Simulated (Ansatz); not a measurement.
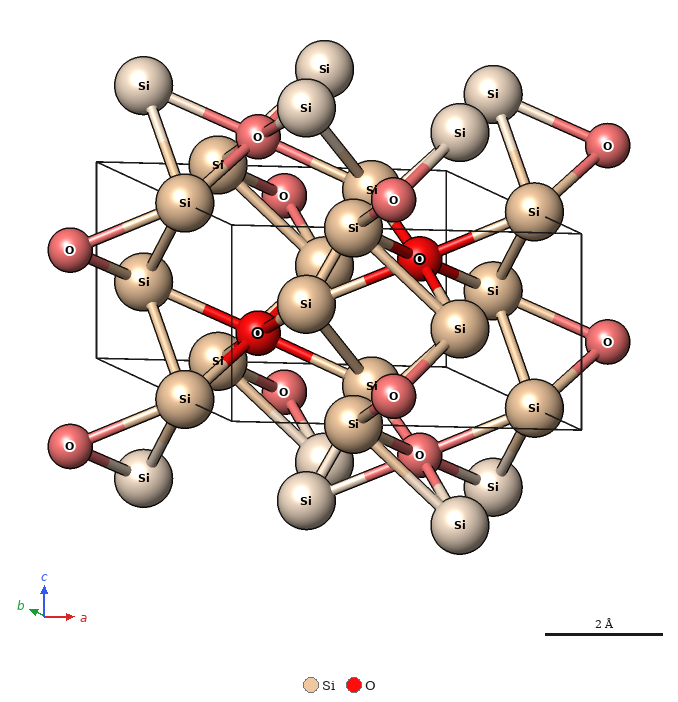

Figure 1. The starting structure (ball-and-stick view of the cell of the calculation, seen slightly off an axis; neighbours outside the cell are drawn fainter). An atom can appear more than once, as a periodic image.

**Run report: Si₃O, geometry relaxation (part 1 of 2)**

System: Si₃O (8 atoms in the cell).
Method: DFT PBEsol, scalar-relativistic, plane waves, PAW, no spin polarisation (Ansatz 0.2.0).

**Input file**
```yaml
crystal:
  lattice:
    - [6.0478981866, 0.0, 0.0]
    - [-3.0239490933, 5.2376334691, 0.0]
    - [0.0, 0.0, 3.4344199719]
  atoms:
    - { symbol: Si, position: [0.3477613567, 0.0, 0.0] }
    - { symbol: Si, position: [0.3477613567, 0.3477613567, 0.5] }
    - { symbol: Si, position: [0.0, 0.3477613567, 0.0] }
    - { symbol: Si, position: [0.6522386433, 0.0, 0.5] }
    - { symbol: Si, position: [0.6522386433, 0.6522386433, 0.0] }
    - { symbol: Si, position: [0.0, 0.6522386433, 0.5] }
    - { symbol: O, position: [0.3333333333, 0.6666666667, 0.25] }
    - { symbol: O, position: [0.6666666667, 0.3333333333, 0.75] }
basis:
  ecutwfc: 420
kpoints:
  mp_grid: { grid: [6, 6, 10] }
hamiltonian:
  xc: pbesol
scf:
  occupations: { method: gaussian, width: 0.1 }
output:
  forces: true
  stress: true
  eigenvalues: true
  write_density: true
  write_potential: true
  elf: true
  volumetric_format: npy
relax:
  adjacent_minimum: "off"
  f_tol: 0.005
  max_steps: 80
  cell: { stress_tol: 0.05 }
```

Machine: 4 threads of AMD EPYC (Zen 3), 189 GiB of memory available, shared host.

Launched with:
```bash
ansatz run input.yaml --threads 4 --pin off --max-ram 12288MiB --backend cpu --events-out ev --progress --plain --runs-dir out
```

**The program's output**
```
Engine: ansatz 0.2.0, x86_64-unknown-linux-gnu
Pseudopotentials: kind: paw
Pseudopotential: Si, paw, valence charge 4, recommended cutoff 420 eV (normal), Si.paw.azcp
Pseudopotential: O, paw, valence charge 6, recommended cutoff 420 eV (normal), O.paw.azcp
Functional definition: PBEsol
  exchange = pbesol_x
  correlation = pbesol_c
Crystal: 8 atoms, lattice volume = 108.791 Å³
Basis set: ecut = 420 eV, 2141 PW (Γ), exchange–correlation on 90×90×48 points (8 copies of the dense FFT grid, shifted against one another)
Bands: 26, of which v1, the nominal top of the filled ones, is band 18 counted from 1 (17 counted from 0)
Symmetry: 12 space group operations
Space group: P6322 (ITA 182), of the structure as read, at distance tolerance 4.8e-5 Å
k-points: 42 of 360 (time reversal used)
Non-local potential: Si, projectors of the file, l = 0: 2, l = 1: 2, l = 2: 2
Non-local potential: O, projectors of the file, l = 0: 2, l = 1: 2, l = 2: 1
PAW form: soft (Blöchl's): semilocal exchange-correlation on the pseudo side does not see the compensation charge
PAW frozen core: Si, regenerated for the run's functional, and the local potential with it (the file was generated under x = pbe(κ = 0.804, μ = 0.2195149727645171), c = pbe(β = 0.06672455060314922))
PAW frozen core: O, regenerated for the run's functional, and the local potential with it (the file was generated under x = pbe(κ = 0.804, μ = 0.2195149727645171), c = pbe(β = 0.06672455060314922))
PAW one-centre angular grid: Si, 110 points (default); XC on 64 Gauss nodes
PAW one-centre angular grid: O, 110 points (default); XC on 64 Gauss nodes
Initial density: superposition of atomic densities (neutral atoms: chi_scale 0, normalization atom), corrected by the library's trained network
Initial wavefunctions: pseudopotential atomic-orbital guess
Functional: x = pbesol(κ = 0.804, μ = 0.12345679012345678), c = pbesol(β = 0.046)
SCF iter   1: F=—  HF=-4845.060250 eV  |F-HF|=—  |Δ(HF+E_count)|=         —  Δρ=1.35e-2  dr2=1.90e-1  ethr=1.77e-3  ⟨swp⟩=7.2  Hψ=6129  notcnv=0
preconditioner: auto → Kerker (q_TF=auto, 2.269 Å⁻¹)  [metal: Δε(μ)=0.091 eV  Ē_g=9.722 eV  σ=0.100 eV  W_gap=0.47  n_scr=26 (ndim 8)  ℏωp=21.4 eV  f_vac=0.000  D(μ)=1.42/eV (n_scr^D=6)]
SCF iter   2: F=—  HF=-4845.031510 eV  |F-HF|=—  |Δ(HF+E_count)|=   2.87e-2  Δρ=4.78e-3  dr2=3.17e-2  ethr=5.28e-4  ⟨swp⟩=1.8  Hψ=1508  notcnv=0  defer=24
SCF iter   3: F=—  HF=-4845.026372 eV  |F-HF|=—  |Δ(HF+E_count)|=   5.14e-3  Δρ=1.03e-3  dr2=2.30e-3  ethr=8.80e-5  ⟨swp⟩=2.4  Hψ=1454  notcnv=0  defer=24
SCF iter   4: F=—  HF=-4845.025782 eV  |F-HF|=—  |Δ(HF+E_count)|=   5.91e-4  Δρ=2.08e-4  dr2=9.22e-5  ethr=6.40e-6  ⟨swp⟩=2.5  Hψ=1585  notcnv=0  defer=24
SCF iter   5: F=—  HF=-4845.025749 eV  |F-HF|=—  |Δ(HF+E_count)|=   3.30e-5  Δρ=5.91e-5  dr2=6.41e-6  ethr=2.56e-7  ⟨swp⟩=2.3  Hψ=1471  notcnv=0  defer=24
SCF iter   6: F=—  HF=-4845.025749 eV  |F-HF|=—  |Δ(HF+E_count)|=   3.48e-7  Δρ=1.21e-5  dr2=2.10e-7  ethr=1.78e-8  ⟨swp⟩=2.3  Hψ=1596  notcnv=0  defer=25
SCF iter   7: F=-4845.025749 eV  HF=-4845.025749 eV  |F-HF|=6.59e-10  |Δ(HF+E_count)|=   4.87e-9  Δρ=2.32e-6  dr2=6.21e-9  ethr=2.78e-10  ⟨swp⟩=13.4  Hψ=7645  notcnv=0
SCF 1 converged in 7 iterations: F = -4845.025749 eV  dr2 = 6.21e-9
  greatest PAW one-centre occupation: 0.880 electrons in one spin orbital (limit 2), on the O atom at site 7 (counted from 0), in its partial waves of l = 0
relax step   1: F+E_penalty+E_count = -4845.02574855 eV  Δ(F+E_penalty+E_count) = +0.000e0 eV  max|allowed force component| = 2.112e-2 eV/Å  Δτ_max = 0.0000 Å  P = -0.205 GPa  Ω = 108.791 Å³  (7 SCF iters, dr2 threshold 1.00e-7 eV, accepted)
Crystal: 8 atoms, lattice volume = 108.430 Å³
Initial density: handed on by an earlier stage of this run
Initial wavefunctions: those handed on with the density
iter 1 solved again at ethr=1.47e-6 eV; its pass at ethr=3.10e-3 eV (dr2=5.29e-4 eV) is discarded
SCF iter   1: F=—  HF=-4845.027749 eV  |F-HF|=—  |Δ(HF+E_count)|=         —  Δρ=6.00e-4  dr2=4.36e-4  ethr=1.47e-6  ⟨swp⟩=2.4  Hψ=5892  notcnv=0
preconditioner: auto → Kerker (q_TF=auto, 2.270 Å⁻¹)  [metal: Δε(μ)=0.083 eV  Ē_g=9.795 eV  σ=0.100 eV  W_gap=0.44  n_scr=26 (ndim 8)  ℏωp=21.4 eV  f_vac=0.000  D(μ)=1.49/eV (n_scr^D=6)]
SCF iter   2: F=—  HF=-4845.027652 eV  |F-HF|=—  |Δ(HF+E_count)|=   9.76e-5  Δρ=2.93e-4  dr2=1.12e-4  ethr=1.21e-6  ⟨swp⟩=1.0  Hψ=1092  notcnv=0
SCF iter   3: F=—  HF=-4845.027630 eV  |F-HF|=—  |Δ(HF+E_count)|=   2.15e-5  Δρ=6.15e-5  dr2=5.66e-6  ethr=3.11e-7  ⟨swp⟩=1.2  Hψ=1148  notcnv=0
iter 4 did not close the SCF: its close was put off for the readings that it lacked (scf_convergence_deferred on its scf_iter line)
SCF iter   4: F=-4845.027629 eV  HF=-4845.027629 eV  |F-HF|=5.93e-8  |Δ(HF+E_count)|=   9.60e-7  Δρ=1.51e-5  dr2=2.99e-7  ethr=1.57e-8  ⟨swp⟩=2.6  Hψ=1643  notcnv=0
iter 5 did not close the SCF: its close was put off for the readings that it lacked (scf_convergence_deferred on its scf_iter line)
SCF iter   5: F=-4845.027629 eV  HF=-4845.027629 eV  |F-HF|=2.20e-9  |Δ(HF+E_count)|=   2.04e-8  Δρ=2.91e-6  dr2=6.66e-9  ethr=8.31e-10  ⟨swp⟩=2.6  Hψ=1826  notcnv=0
SCF iter   6: F=-4845.027629 eV  HF=-4845.027629 eV  |F-HF|=6.91e-11  |Δ(HF+E_count)|=  6.00e-11  Δρ=4.39e-7  dr2=3.46e-10  ethr=1.85e-11  ⟨swp⟩=5.4  Hψ=6125  notcnv=0
SCF 2 converged in 6 iterations: F = -4845.027629 eV  dr2 = 3.46e-10
relax step   2: F+E_penalty+E_count = -4845.02762944 eV  Δ(F+E_penalty+E_count) = -1.881e-3 eV  max|allowed force component| = 2.339e-2 eV/Å  Δτ_max = 0.0020 Å  P = +0.059 GPa  Ω = 108.430 Å³  energy of the carried Pulay correction = +5.192e-4 eV  (6 SCF iters, dr2 threshold 8.00e-7 eV, accepted)
Crystal: 8 atoms, lattice volume = 108.334 Å³
Basis set: ecut = 420 eV, 2117 PW (Γ), exchange–correlation on 90×90×48 points (8 copies of the dense FFT grid, shifted against one another)
iter 1 solved again at ethr=5.73e-7 eV; its pass at ethr=3.10e-3 eV (dr2=2.06e-4 eV) is discarded
SCF iter   1: F=—  HF=-4845.028121 eV  |F-HF|=—  |Δ(HF+E_count)|=         —  Δρ=3.55e-4  dr2=1.94e-4  ethr=5.73e-7  ⟨swp⟩=2.4  Hψ=5729  notcnv=0
preconditioner: auto → Kerker (q_TF=auto, 2.271 Å⁻¹)  [metal: Δε(μ)=0.094 eV  Ē_g=9.792 eV  σ=0.100 eV  W_gap=0.49  n_scr=26 (ndim 8)  ℏωp=21.4 eV  f_vac=0.000  D(μ)=1.48/eV (n_scr^D=6)]
SCF iter   2: F=—  HF=-4845.028091 eV  |F-HF|=—  |Δ(HF+E_count)|=   3.02e-5  Δρ=1.76e-4  dr2=5.23e-5  ethr=5.39e-7  ⟨swp⟩=1.0  Hψ=1092  notcnv=0
SCF iter   3: F=—  HF=-4845.028040 eV  |F-HF|=—  |Δ(HF+E_count)|=   5.08e-5  Δρ=2.96e-5  dr2=1.23e-6  ethr=1.45e-7  ⟨swp⟩=2.2  Hψ=1401  notcnv=0
SCF iter   4: F=—  HF=-4845.028040 eV  |F-HF|=—  |Δ(HF+E_count)|=   1.86e-7  Δρ=8.53e-6  dr2=8.08e-8  ethr=3.43e-9  ⟨swp⟩=2.3  Hψ=1711  notcnv=0
iter 5 did not close the SCF: its close was put off for the readings that it lacked (scf_convergence_deferred on its scf_iter line)
SCF iter   5: F=-4845.028040 eV  HF=-4845.028040 eV  |F-HF|=4.58e-10  |Δ(HF+E_count)|=   9.32e-9  Δρ=1.20e-6  dr2=1.89e-9  ethr=2.24e-10  ⟨swp⟩=2.1  Hψ=1802  notcnv=0
SCF iter   6: F=-4845.028040 eV  HF=-4845.028040 eV  |F-HF|=4.82e-11  |Δ(HF+E_count)|=  2.09e-10  Δρ=2.44e-7  dr2=1.31e-10  ethr=5.24e-12  ⟨swp⟩=5.0  Hψ=5694  notcnv=0
SCF 3 converged in 6 iterations: F = -4845.028040 eV  dr2 = 1.31e-10
relax step   3: F+E_penalty+E_count = -4845.02804046 eV  Δ(F+E_penalty+E_count) = -4.110e-4 eV  max|allowed force component| = 1.445e-2 eV/Å  Δτ_max = 0.0021 Å  P = +0.063 GPa  Ω = 108.334 Å³  energy of the carried Pulay correction = +6.582e-4 eV  (6 SCF iters, dr2 threshold 3.42e-8 eV, accepted)
Crystal: 8 atoms, lattice volume = 108.304 Å³
iter 1 solved again at ethr=4.91e-7 eV; its pass at ethr=3.10e-3 eV (dr2=1.77e-4 eV) is discarded
SCF iter   1: F=—  HF=-4845.028275 eV  |F-HF|=—  |Δ(HF+E_count)|=         —  Δρ=3.02e-4  dr2=1.82e-4  ethr=4.91e-7  ⟨swp⟩=2.5  Hψ=5507  notcnv=0
preconditioner: auto → Kerker (q_TF=auto, 2.271 Å⁻¹)  [metal: Δε(μ)=0.095 eV  Ē_g=9.788 eV  σ=0.100 eV  W_gap=0.50  n_scr=26 (ndim 8)  ℏωp=21.4 eV  f_vac=0.000  D(μ)=1.49/eV (n_scr^D=6)]
SCF iter   2: F=—  HF=-4845.028245 eV  |F-HF|=—  |Δ(HF+E_count)|=   3.04e-5  Δρ=1.58e-4  dr2=5.34e-5  ethr=4.91e-7  ⟨swp⟩=1.0  Hψ=1092  notcnv=0
SCF iter   3: F=—  HF=-4845.028192 eV  |F-HF|=—  |Δ(HF+E_count)|=   5.30e-5  Δρ=2.21e-5  dr2=8.27e-7  ethr=1.48e-7  ⟨swp⟩=2.5  Hψ=1504  notcnv=0
SCF iter   4: F=—  HF=-4845.028189 eV  |F-HF|=—  |Δ(HF+E_count)|=   2.48e-6  Δρ=8.71e-6  dr2=1.08e-7  ethr=2.30e-9  ⟨swp⟩=2.5  Hψ=1816  notcnv=0
iter 5 did not close the SCF: its close was put off for the readings that it lacked (scf_convergence_deferred on its scf_iter line)
SCF iter   5: F=-4845.028189 eV  HF=-4845.028189 eV  |F-HF|=1.27e-9  |Δ(HF+E_count)|=   1.97e-8  Δρ=1.52e-6  dr2=4.45e-9  ethr=2.99e-10  ⟨swp⟩=2.3  Hψ=1707  notcnv=0
SCF iter   6: F=-4845.028189 eV  HF=-4845.028189 eV  |F-HF|=1.51e-10  |Δ(HF+E_count)|=  2.25e-10  Δρ=4.07e-7  dr2=4.33e-10  ethr=1.24e-11  ⟨swp⟩=5.1  Hψ=5764  notcnv=0
SCF 4 converged in 6 iterations: F = -4845.028189 eV  dr2 = 4.33e-10
  greatest PAW one-centre occupation: 0.880 electrons in one spin orbital (limit 2), on the O atom at site 6 (counted from 0), in its partial waves of l = 0
relax step   4: F+E_penalty+E_count = -4845.02818944 eV  Δ(F+E_penalty+E_count) = -1.490e-4 eV  max|allowed force component| = 2.133e-3 eV/Å  Δτ_max = 0.0023 Å  P = +0.001 GPa  Ω = 108.304 Å³  energy of the carried Pulay correction = +7.021e-4 eV  (6 SCF iters, dr2 threshold 1.31e-8 eV, accepted)
Initial wavefunctions: pseudopotential atomic-orbital guess (no wavefunctions were taken with the density)
iter 1 solved again at ethr=1.26e-7 eV; its pass at ethr=3.10e-3 eV (dr2=4.55e-5 eV) is discarded
SCF iter   1: F=—  HF=-4845.027373 eV  |F-HF|=—  |Δ(HF+E_count)|=         —  Δρ=3.92e-5  dr2=2.18e-7  ethr=1.26e-7  ⟨swp⟩=3.0  Hψ=8907  notcnv=0
preconditioner: auto → Kerker (q_TF=auto, 2.271 Å⁻¹)  [metal: Δε(μ)=0.095 eV  Ē_g=9.789 eV  σ=0.100 eV  W_gap=0.50  n_scr=26 (ndim 8)  ℏωp=21.4 eV  f_vac=0.000  D(μ)=1.49/eV (n_scr^D=6)]
SCF iter   2: F=—  HF=-4845.027336 eV  |F-HF|=—  |Δ(HF+E_count)|=   3.69e-5  Δρ=1.91e-5  dr2=4.28e-8  ethr=6.05e-10  ⟨swp⟩=2.3  Hψ=1804  notcnv=0
SCF iter   3: F=—  HF=-4845.027336 eV  |F-HF|=—  |Δ(HF+E_count)|=   1.52e-7  Δρ=2.29e-6  dr2=1.05e-9  ethr=1.19e-10  ⟨swp⟩=2.1  Hψ=1704  notcnv=0
iter 4 did not close the SCF: its close was put off for the readings that it lacked (scf_convergence_deferred on its scf_iter line)
SCF iter   4: F=-4845.027336 eV  HF=-4845.027336 eV  |F-HF|=2.73e-12  |Δ(HF+E_count)|=   2.30e-9  Δρ=1.55e-7  dr2=1.79e-11  ethr=2.92e-12  ⟨swp⟩=2.0  Hψ=1709  notcnv=0
iter 5 did not close the SCF: its close was put off for the readings that it lacked (scf_convergence_deferred on its scf_iter line)
SCF iter   5: F=-4845.027336 eV  HF=-4845.027336 eV  |F-HF|=1.82e-12  |Δ(HF+E_count)|=  9.09e-13  Δρ=4.27e-8  dr2=2.51e-12  ethr=1.00e-12  ⟨swp⟩=1.0  Hψ=1092  notcnv=0
iter 6 did not close the SCF: its close was put off for the readings that it lacked (scf_convergence_deferred on its scf_iter line)
SCF iter   6: F=-4845.027336 eV  HF=-4845.027336 eV  |F-HF|=3.64e-12  |Δ(HF+E_count)|=  9.09e-13  Δρ=1.15e-8  dr2=3.06e-13  ethr=1.00e-12  ⟨swp⟩=1.0  Hψ=1092  notcnv=0
iter 7 did not close the SCF: its close was put off for the readings that it lacked (scf_convergence_deferred on its scf_iter line)
SCF iter   7: F=-4845.027336 eV  HF=-4845.027336 eV  |F-HF|=1.82e-12  |Δ(HF+E_count)|=  3.64e-12  Δρ=2.04e-9  dr2=5.23e-15  ethr=1.00e-12  ⟨swp⟩=1.0  Hψ=1092  notcnv=0
SCF iter   8: F=-4845.027336 eV  HF=-4845.027336 eV  |F-HF|=9.09e-13  |Δ(HF+E_count)|=  2.73e-12  Δρ=6.73e-10  dr2=7.09e-16  ethr=1.00e-12  ⟨swp⟩=3.2  Hψ=3447  notcnv=0
SCF 5 converged in 8 iterations: F = -4845.027336 eV  dr2 = 7.09e-16
relax step   5: F+E_penalty+E_count = -4845.02733627 eV  Δ(F+E_penalty+E_count) = +8.532e-4 eV  max|allowed force component| = 2.138e-3 eV/Å  Δτ_max = 0.0000 Å  P = -0.012 GPa  Ω = 108.304 Å³  stress off target by 2.58e-2 GPa  SCF on the basis re-selected at this cell (its energy is not comparable with the rows above)  (8 SCF iters)
```

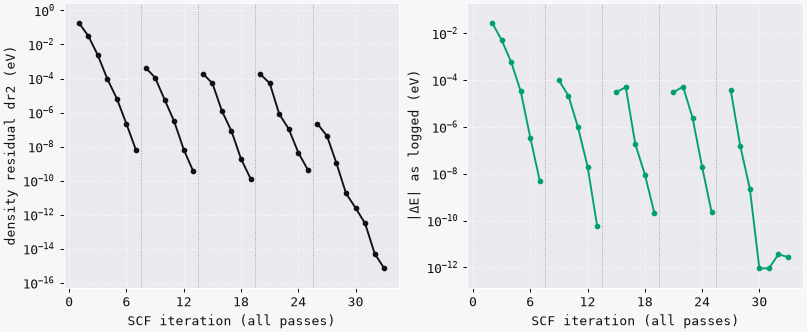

Figure 2. Convergence of the self-consistent field: density residual dr2 and size of the energy change against the SCF iteration. The dotted lines part the SCF passes of the relaxation: geometry steps, rejected trials and re-solves on a re-selected basis. The 5 passes take 6 to 8 iterations each, 33 in all.
